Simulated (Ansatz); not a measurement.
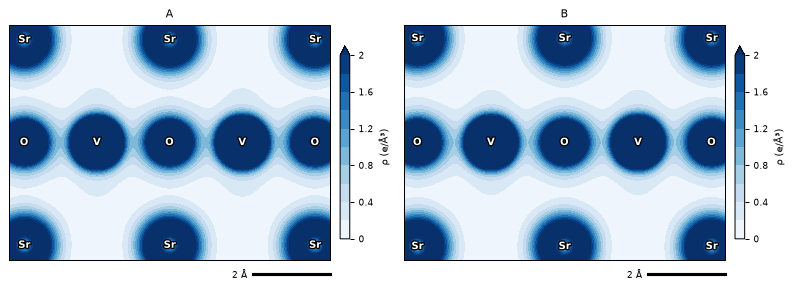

SrVO3. The valence pseudo-density of two cells that differ in size, on the (101̄) plane of each (indices in the axes of the calculation cell), at one length scale and on one colour scale: B has 10.9 Å³ an atom and A 10.6.

Space group Pm-3m; the program warned that a starting moment wasn't kept; spin-polarised, but the moments vanished.

The calculation used Kohn-Sham DFT of a periodic cell, PBEsol, Ansatz PAW in Ansatz.

### What changes from the larger cell to the smaller?

From the larger cell to the smaller, Sr–O goes from 2.68 to 2.65 Å, and the density at its midpoint from 0.17 to 0.19 e/Å³; V–O goes from 1.90 to 1.88 Å; the pressure goes from 2.0 to 10 GPa.
